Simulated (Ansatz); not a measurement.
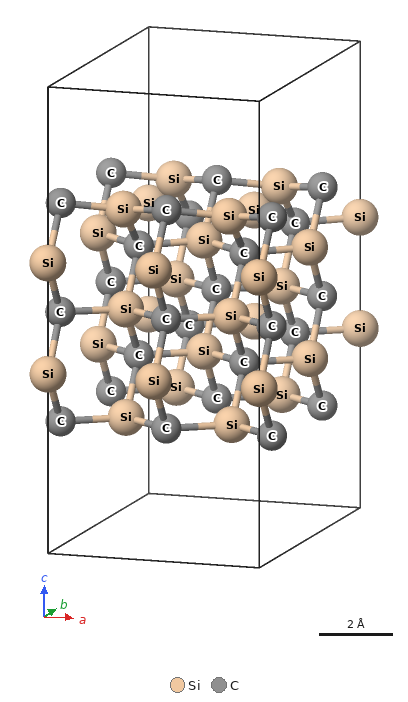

Figure 1. The structure as given in the input (ball-and-stick view of the 1 × 2 repeat of the cell, with the vacuum cut short, seen slightly off an axis). An atom can appear more than once, as a periodic image. Near neighbours in the periodic cell (some may lie outside the picture): Si has 3 C at 1.77 to 1.89 Å; C has 3 Si at 1.77 to 1.89 Å; Si has 4 C at 1.85 to 1.93 Å; C has 4 Si at 1.85 to 1.93 Å.

**Single-point calculation, with input and output: SiC**

SiC (slab, 20 atoms in the cell), computed with DFT, r2SCAN, plane waves, PAW, no spin polarisation (Ansatz 0.2.0).

The structure derives from an entry of the Crystallography Open Database. Figures and captions count atoms from 1; the log counts them from 0 in places.

## Output
```
Warning: the atoms were moved onto the symmetric positions of the space group found under crystal.symmetry.tolerance 1.0e-5 (fractional; no operation is sought that the atoms, as they stand in a round, miss by more than twice it, and no atom is moved by as much as it), and the run uses the moved positions. Before a round's move an operation carried an atom to 8.48e-5 Å from where it should land, the largest such distance. Atom 18 (counting from 0) moved farthest, by 4.24e-5 Å; the longest move in fractions of the cell, of whichever atom, is 0.61 of the tolerance, in 1 round. To run the atoms as typed, lower crystal.symmetry.tolerance until the operations that they miss are no longer found, or set crystal.symmetry.detect: false (a key that needs symmetry detection or time reversal refuses this as the deck is read). The positions used, in the order of the run's atom list: position: [0.25, 0.5, 0.3544302111]; position: [0.75, 0.5, 0.3544302111]; position: [0.5, 0.25, 0.3544302111]; position: [0.0, 0.25, 0.3544302111]; position: [0.5, 0.0, 0.4272151056]; position: [0.0, 0.0, 0.4272151056]; position: [0.75, 0.75, 0.4272151056]; position: [0.25, 0.75, 0.4272151056]; position: [0.74998425355, 0.491681838, 0.49921912845]; position: [0.24998425355, 0.491681838, 0.49921912845]; position: [-1.6697799999995834e-5, 0.24367726965, 0.5006530688499999]; position: [0.4999833022, 0.24367726965, 0.5006530688499999]; position: [-2.473549999998478e-5, -0.003453883450000012, 0.57558865755]; position: [0.49997526449999996, -0.003453883449999988, 0.57558865755]; position: [0.24997573025, 0.7518259534, 0.57333778505]; position: [0.74997573025, 0.7518259534, 0.57333778505]; position: [0.24996332954999997, 0.4470517809, 0.6341464217499999]; position: [0.7499633295500001, 0.4470517809, 0.6341464217499999]; position: [0.49996445870000006, 0.25341224835, 0.6454421077]; position: [-3.554129999998658e-5, 0.25341224835, 0.6454421077];
Engine: ansatz 0.2.0, x86_64-unknown-linux-gnu
Pseudopotentials: kind: paw
Pseudopotential: Si, paw, valence charge 4, recommended cutoff 500 eV (meta_gga), Si.paw.azcp
Pseudopotential: C, paw, valence charge 4, recommended cutoff 500 eV (meta_gga), C.paw.azcp
Functional definition: r2SCAN
  parameter k0 = 0.174
  parameter k1 = 0.065
  parameter a1 = 4.9479
  exchange = r2scan_x(k0 = k0, k1 = k1, a1 = a1)
  correlation = r2scan_c
Crystal: 20 atoms, lattice volume = 567.909 Å³
Basis set: ecut = 500 eV, 14397 PW (Γ), exchange–correlation on 180×128×640 points (64 copies of the dense FFT grid, shifted against one another)
Bands: 60, of which v1, the nominal top of the filled ones, is band 40 counted from 1 (39 counted from 0)
Symmetry: 2 space group operations
Space group: P1 (ITA 1), of the structure as read, at distance tolerance 8.3e-5 Å
k-points: 37 of 72 (time reversal used)
Non-local potential: Si, projectors of the file, l = 0: 2, l = 1: 2, l = 2: 2
Non-local potential: C, projectors of the file, l = 0: 2, l = 1: 2, l = 2: 1
PAW form: soft (Blöchl's): semilocal exchange-correlation on the pseudo side does not see the compensation charge
PAW frozen core: Si, regenerated for the run's functional (the file was generated under x = pbe(κ = 0.804, μ = 0.2195149727645171), c = pbe(β = 0.06672455060314922))
PAW frozen core: C, regenerated for the run's functional (the file was generated under x = pbe(κ = 0.804, μ = 0.2195149727645171), c = pbe(β = 0.06672455060314922))
PAW one-centre angular grid: Si, 302 points (default); XC on 160 Gauss nodes
PAW one-centre angular grid: C, 302 points (default); XC on 239 of its mesh's 2573 points in the sphere
Initial density: superposition of atomic densities (neutral atoms: chi_scale 0, normalization atom), corrected by the library's trained network
Initial wavefunctions: pseudopotential atomic-orbital guess
Functional: x = r2scan, c = r2scan; τ floored in thin density (d = 2e-4 eV/Å³)
SCF iter   1: F=—  HF=-8900.883494 eV  |F-HF|=—  |Δ(HF+E_count)|=         —  Δρ=7.95e-3  dr2=6.80e-1  dr2_τ=1.83e0  ethr=1.77e-3  p=0.038 e·Å  D=1.20e-2 V/Å  ΔV_dip=-0.25 eV  dr2_dipole=4.68e-2  V_vac-E_F(+/−)=4.89/5.14 eV  ⟨swp⟩=11.4  Hψ=15250  notcnv=0  defer=275
efield: sawtooth ramp at fractional position 0.9799 (placed from the atoms, in the widest stretch of the axis that holds none; the zero of the levels goes with the place), width 0.0400; the density the first Hamiltonian is built on has a dipole p = 0.038 e·Å; the dipole correction subtracts the counter field D = 1.20e-2 V/Å, which shifts the + side's vacuum level by -0.25 eV against the − side's; the planar-averaged density in the ramp window peaks in size at 2.7e-5 e/Å³
preconditioner: auto → Resta (q_TF=auto, 1.968 Å⁻¹)  ε∞=2.5  [insulator: Δε(μ)=0.314 eV  Ē_g=11.428 eV  σ=0.050 eV  W_gap=1.00  n_scr=72 (ndim 8)  ℏωp=13.9 eV  f_vac=0.538  D(μ)=0.00/eV (n_scr^D=0)  ε∞_Penn≈2.5  vacuum switching on, ρ_ref=9.5e-3 e/Å³]
SCF iter   2: F=—  HF=-8901.183214 eV  |F-HF|=—  |Δ(HF+E_count)|=   3.00e-1  Δρ=4.44e-3  dr2=1.86e-1  dr2_τ=1.30e-2  ethr=8.50e-4  p=-0.082 e·Å  D=-2.62e-2 V/Å  ΔV_dip=0.55 eV  dr2_dipole=5.65e-2  V_vac-E_F(+/−)=5.32/4.76 eV  ⟨swp⟩=2.8  Hψ=4060  notcnv=0  defer=550
preconditioner: auto → LDOS  [insulator: Δε(μ)=0.055 eV  Ē_g=11.370 eV  σ=0.050 eV  W_gap=0.55  n_scr=72 (ndim 8)  ℏωp=13.9 eV  f_vac=0.539  D(μ)=1.87/eV (n_scr^D=4)  ε∞_Penn≈2.5  β→1.0]
SCF iter   3: F=—  HF=-8901.162816 eV  |F-HF|=—  |Δ(HF+E_count)|=   2.04e-2  Δρ=1.59e-3  dr2=1.69e-2  dr2_τ=5.50e-4  ethr=2.32e-4  p=-0.025 e·Å  D=-7.85e-3 V/Å  ΔV_dip=0.17 eV  dr2_dipole=2.27e-4  V_vac-E_F(+/−)=5.13/4.97 eV  ⟨swp⟩=2.8  Hψ=2980  notcnv=0  defer=550
SCF iter   4: F=—  HF=-8901.163895 eV  |F-HF|=—  |Δ(HF+E_count)|=   1.08e-3  Δρ=6.64e-4  dr2=5.35e-3  dr2_τ=4.33e-4  ethr=2.11e-5  p=-0.037 e·Å  D=-1.19e-2 V/Å  ΔV_dip=0.25 eV  dr2_dipole=6.36e-4  V_vac-E_F(+/−)=5.25/5.00 eV  ⟨swp⟩=2.1  Hψ=3381  notcnv=0  defer=547
SCF iter   5: F=—  HF=-8901.162910 eV  |F-HF|=—  |Δ(HF+E_count)|=   9.85e-4  Δρ=1.54e-4  dr2=2.86e-4  dr2_τ=1.05e-5  ethr=6.68e-6  p=-0.028 e·Å  D=-9.05e-3 V/Å  ΔV_dip=0.19 eV  dr2_dipole=6.07e-5  V_vac-E_F(+/−)=5.20/5.01 eV  ⟨swp⟩=2.0  Hψ=2989  notcnv=0  defer=547
SCF iter   6: F=—  HF=-8901.162991 eV  |F-HF|=—  |Δ(HF+E_count)|=   8.11e-5  Δρ=5.90e-5  dr2=5.43e-5  dr2_τ=1.41e-6  ethr=3.57e-7  p=-0.027 e·Å  D=-8.47e-3 V/Å  ΔV_dip=0.18 eV  dr2_dipole=6.68e-6  V_vac-E_F(+/−)=5.20/5.02 eV  ⟨swp⟩=2.7  Hψ=3524  notcnv=0  defer=547
SCF iter   7: F=—  HF=-8901.163024 eV  |F-HF|=—  |Δ(HF+E_count)|=   3.34e-5  Δρ=2.56e-5  dr2=6.79e-6  dr2_τ=4.69e-7  ethr=6.78e-8  p=-0.025 e·Å  D=-8.02e-3 V/Å  ΔV_dip=0.17 eV  dr2_dipole=4.01e-9  V_vac-E_F(+/−)=5.20/5.03 eV  ⟨swp⟩=2.2  Hψ=3383  notcnv=0  defer=547
SCF iter   8: F=—  HF=-8901.163026 eV  |F-HF|=—  |Δ(HF+E_count)|=   1.14e-6  Δρ=7.04e-6  dr2=3.15e-7  dr2_τ=2.72e-8  ethr=8.49e-9  p=-0.025 e·Å  D=-7.98e-3 V/Å  ΔV_dip=0.17 eV  dr2_dipole=1.62e-8  V_vac-E_F(+/−)=5.20/5.03 eV  ⟨swp⟩=2.1  Hψ=2981  notcnv=0  defer=547
SCF iter   9: F=-8901.163026 eV  HF=-8901.163026 eV  |F-HF|=1.06e-8  |Δ(HF+E_count)|=   3.48e-7  Δρ=2.85e-6  dr2=6.20e-8  dr2_τ=6.12e-9  ethr=1.25e-10  p=-0.025 e·Å  D=-7.98e-3 V/Å  ΔV_dip=0.17 eV  dr2_dipole=2.58e-9  V_vac-E_F(+/−)=5.20/5.03 eV  ⟨swp⟩=29.2  Hψ=19739  notcnv=0
SCF 1 converged in 9 iterations: F = -8901.163026 eV  dr2 = 6.20e-8
  greatest PAW one-centre occupation: 0.670 electrons in one spin orbital (limit 2), on the C atom at site 19 (counted from 0), in its partial waves of l = 0
SCF converged after 9 iterations
Free energy (F): -8901.163026 eV
Harris-Foulkes:  -8901.163026 eV  (|F-HF|=1.06e-8)
Internal energy: -8901.162693 eV  (E = F + TS)
E sigma→0 (E₀):  -8901.162860 eV
Entropy (-TS):   -0.000333 eV (-0.017 meV/atom)
Fermi energy:    0.483721 eV
Dipole field:    D = -0.008018 V/Å  (p = -0.025165 e·Å, saw-weighted, corrected)
Work function:   Φ+ = 5.1989 eV   Φ− = 5.0292 eV
Levels:          The Fermi level and band energies are counted from a zero that moves with the ramp; work functions are not
--- Per-component energies (eV) ---
  E_band       = -498.156851
  E_kinetic    = 1331.817047
  E_local      = -32270.626320  (includes V_loc(G=0)·N_el)
  E_nonlocal   = 504.222550
  E_hartree    = 15568.793098
  E_xc         = -1000.066434
  E_vxc        = -1169.438592  (∫ρ·V_xc dr)
  E_paw        = -6200.449998  (= ΣΔE_a)
  E_vpaw       = -88.445308  (= ΣTr[D̂ρ^β])
  E_aug_tail   = 0.000083  (compensation charges beyond the density's cutoff)
  E_vtau       = 56.734867  (kinetic-family band-sum trace: ∫τ·v_τ [+ j·A + Jᵃ·Aᵃ] dr)
  E_efield     = 0.000101  (sawtooth field / dipole correction)
  E_vefield    = -0.010228  (∫n·V_field dr)
  E_ewald      = 13166.159246
  E_core_change = -1.012067  (= ΣΔE_core)
  E_smearing   = -0.000333  (= −TS)
  E_closure    = -0.000000  (closes the sum)
  Σ components = -8901.163026   (vs F -8901.163026, Δ=0.00e0)
--- Forces (eV/Å), atoms counted from 1 ---
  atom   1  Si    -0.00009279    -3.24377946     1.88348495
  atom   2  Si    -0.00009279    -3.24377946     1.88348495
  atom   3  C      0.00007487     2.10392505    -0.54706966
  atom   4  C      0.00007487     2.10392505    -0.54706966
  atom   5  Si    -0.00033273     0.31790186    -0.91442416
  atom   6  Si    -0.00033273     0.31790186    -0.91442416
  atom   7  C     -0.00028600     0.82047884    -0.41868007
  atom   8  C     -0.00028600     0.82047884    -0.41868007
  atom   9  Si     0.00001646     0.00403510     0.00192779
  atom  10  Si     0.00001646     0.00403510     0.00192779
  atom  11  C      0.00025490     0.00183708    -0.00517270
  atom  12  C      0.00025490     0.00183708    -0.00517270
  atom  13  Si     0.00001074    -0.00416683     0.00391863
  atom  14  Si     0.00001074    -0.00416683     0.00391863
  atom  15  C     -0.00010761    -0.00104390    -0.00388895
  atom  16  C     -0.00010761    -0.00104390    -0.00388895
  atom  17  Si     0.00047320    -0.00000637     0.00020782
  atom  18  Si     0.00047320    -0.00000637     0.00020782
  atom  19  C     -0.00000995     0.00080030    -0.00022170
  atom  20  C     -0.00000995     0.00080030    -0.00022170
  max |Σ_I F_I| component: 1.64e-4 eV/Å
--- Band table (eV; the first three rows and the last of 37) ---
  k-point 0: bands = ["-16.3153", "-15.0546", "-13.3501", "-13.1117", "-13.0748", "-12.3968", "-11.8911", "-11.6680", "-11.2818", "-10.8362", "-8.2495", "-8.1295", "-7.4392", "-7.2104", "-7.1803", "-6.5641", "-6.5509", "-5.8976", "-5.5618", "-5.0588", "-4.9175", "-4.4849", "-4.2956", "-3.9602", "-3.6672", "-3.5910", "-3.4971", "-3.2443", "-2.9618", "-2.9001", "-2.8169", "-2.7523", "-2.7176", "-1.6748", "-0.8834", "-0.5964", "-0.4251", "-0.3247", "-0.1576", "0.2499", "0.5356", "0.6603", "1.6284", "2.1785", "2.2864", "3.4509", "3.6207", "3.7943", "4.5557", "5.0021", "5.0264", "5.7335", "5.7692", "5.8013", "6.2003", "6.2517", "6.9013", "6.9781", "7.1638", "7.3560"]
  k-point 1: bands = ["-16.2334", "-14.9805", "-13.3004", "-13.0651", "-13.0406", "-12.3580", "-11.9321", "-11.8550", "-11.5284", "-10.8107", "-8.0820", "-7.9103", "-7.6255", "-7.4722", "-7.2813", "-6.9595", "-6.8689", "-6.3489", "-5.1616", "-4.7056", "-4.4957", "-4.2621", "-4.1655", "-4.0964", "-3.9787", "-3.6435", "-3.6043", "-3.3437", "-2.7858", "-2.7708", "-2.7696", "-2.5853", "-2.5286", "-1.6768", "-0.9682", "-0.5714", "-0.4308", "-0.4183", "-0.2669", "0.2861", "0.5862", "0.8118", "1.6688", "2.2923", "2.6730", "3.4036", "3.6188", "3.9155", "4.4032", "5.0940", "5.2185", "5.8220", "5.8885", "6.1960", "6.2374", "6.2498", "6.7472", "6.8553", "7.0124", "7.3471"]
  k-point 2: bands = ["-15.9889", "-14.7617", "-13.1639", "-12.9666", "-12.9382", "-12.6552", "-12.2535", "-11.9582", "-11.7591", "-10.7419", "-8.1986", "-7.9374", "-7.9162", "-7.7419", "-7.4266", "-7.4261", "-7.2500", "-6.7309", "-4.7729", "-4.6153", "-4.4565", "-4.1796", "-4.1404", "-3.9311", "-3.8866", "-3.5194", "-3.4193", "-3.1457", "-2.7007", "-2.6338", "-2.4834", "-2.4668", "-2.1564", "-1.6992", "-1.2203", "-0.8495", "-0.6338", "-0.3826", "-0.0758", "0.3621", "0.7053", "1.2546", "1.5851", "2.5972", "3.3339", "3.5959", "3.7656", "4.2608", "4.5611", "5.3076", "5.3640", "6.0698", "6.1276", "6.1900", "6.3777", "6.5667", "6.6479", "6.9150", "7.4897", "7.5879"]
  k-point 36: bands = ["-14.2818", "-14.2818", "-13.6344", "-13.6344", "-13.2067", "-13.2067", "-12.6477", "-12.6477", "-11.7778", "-11.7778", "-7.6203", "-7.6203", "-7.3606", "-7.3606", "-6.8066", "-6.8066", "-6.1832", "-6.1832", "-5.7970", "-5.7969", "-4.9379", "-4.9378", "-4.4686", "-4.4685", "-3.9766", "-3.9766", "-3.8299", "-3.8298", "-2.4639", "-2.4639", "-2.1645", "-2.1644", "-2.0253", "-2.0253", "-1.8592", "-1.8591", "-0.3286", "-0.3285", "0.2338", "0.2338", "1.1512", "1.1512", "2.5660", "2.5660", "5.2317", "5.2318", "5.7842", "5.7842", "6.2623", "6.2624", "6.5908", "6.5910", "6.6881", "6.6882", "7.1127", "7.1128", "7.6767", "7.6767", "7.9077", "7.9077"]
```

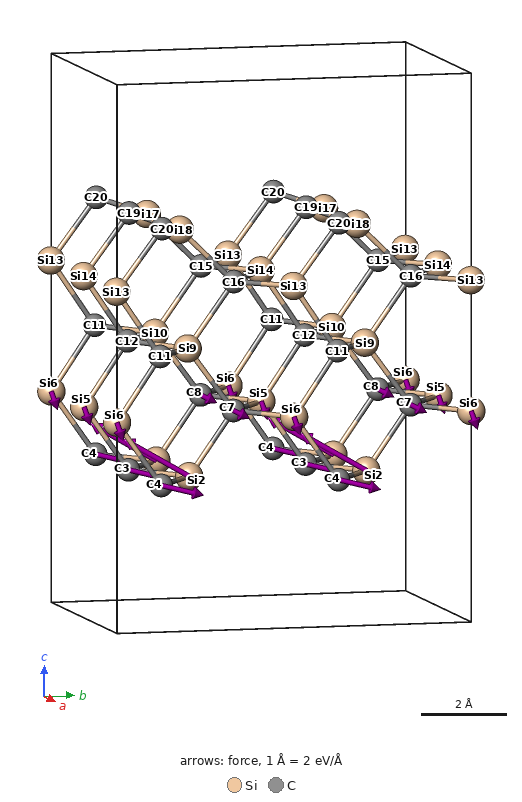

Figure 2. Forces on the atoms as pink arrows (ball-and-stick view of the 1 × 2 repeat of the cell, with the vacuum cut short, seen slightly off an axis; atoms are numbered from 1 in the order of the input); the smallest are left out. The largest act on Si1, Si2 (3.75 eV/Å); C3, C4 (2.17 eV/Å). The geometry is not a stationary point of this energy.

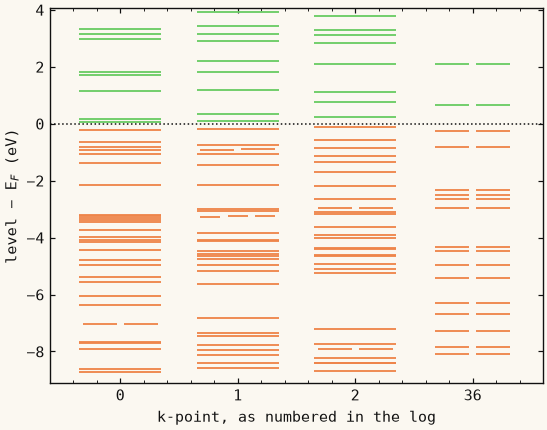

Figure 3. Kohn–Sham levels near the Fermi level (dotted) at the few k-points that the log prints; levels within 0.02 eV of each other stand side by side. Among these points the highest filled and lowest empty levels are 0.17 eV apart; the gap on the full mesh, 0.12 eV, has an edge at a point that isn't printed.

The run was set up as follows.

## Input
```yaml
crystal:
  lattice:
    - [6.1607243544, 0.0, 0.0]
    - [0.0, 4.356289968, 0.0]
    - [0.0, 0.0, 21.1607243544]
  atoms:
    - { symbol: Si, position: [0.25, 0.5, 0.3544302111] }
    - { symbol: Si, position: [0.75, 0.5, 0.3544302111] }
    - { symbol: C, position: [0.5, 0.25, 0.3544302111] }
    - { symbol: C, position: [0.0, 0.25, 0.3544302111] }
    - { symbol: Si, position: [0.5, 0.0, 0.4272151056] }
    - { symbol: Si, position: [0.0, 0.0, 0.4272151056] }
    - { symbol: C, position: [0.75, 0.75, 0.4272151056] }
    - { symbol: C, position: [0.25, 0.75, 0.4272151056] }
    - { symbol: Si, position: [0.7499841508, 0.4916812175, 0.4992194342] }
    - { symbol: Si, position: [0.2499843563, 0.4916824585, 0.4992188227] }
    - { symbol: C, position: [-1.61718e-05, 0.2436770208, 0.500653217] }
    - { symbol: C, position: [0.4999827762, 0.2436775185, 0.5006529207] }
    - { symbol: Si, position: [-2.46209e-05, -0.0034536874, 0.5755882465] }
    - { symbol: Si, position: [0.4999751499, -0.0034540795, 0.5755890686] }
    - { symbol: C, position: [0.2499748783, 0.7518248159, 0.5733371431] }
    - { symbol: C, position: [0.7499765822, 0.7518270909, 0.573338427] }
    - { symbol: Si, position: [0.2499609405, 0.4470557229, 0.6341463488] }
    - { symbol: Si, position: [0.7499657186, 0.4470478389, 0.6341464947] }
    - { symbol: C, position: [0.4999626232, 0.2534178962, 0.645440567] }
    - { symbol: C, position: [-3.37058e-05, 0.2534066005, 0.6454436484] }
basis:
  ecutwfc: 500
kpoints:
  mp_grid: { grid: [8, 9, 1] }
hamiltonian:
  xc: r2scan
scf:
  occupations: { method: gaussian, width: 0.05 }
output:
  forces: true
  eigenvalues: true
efield:
  axis: 3
  dipole_correction: true
  ramp_width: 0.04
```

Launched with:
```bash
ansatz run input.yaml --threads 4 --pin off --max-ram 10240MiB --backend cpu --events-out ev --progress --plain --runs-dir out
```

## Summary

```tsv
quantity	value
outcome	converged
electrons treated	80
free energy	−8901.1630 eV
Fermi energy	0.484 eV
gap on the k-point mesh	0.12 eV
largest force (length of the vector)	3.751 eV/Å
hardware	4 threads of Intel Xeon @ 2.50GHz (Skylake/Cascade Lake), 192 GiB of memory available, shared host
wall time	79 s (CPU time 5 min)
peak memory	2.7 GiB
```

## Remarks

Settings chosen away from the usual ones: kpoints.mp_grid.grid set to [8, 9, 1] (from [5, 6, 1]). The program warns: the structure was made exactly symmetric.
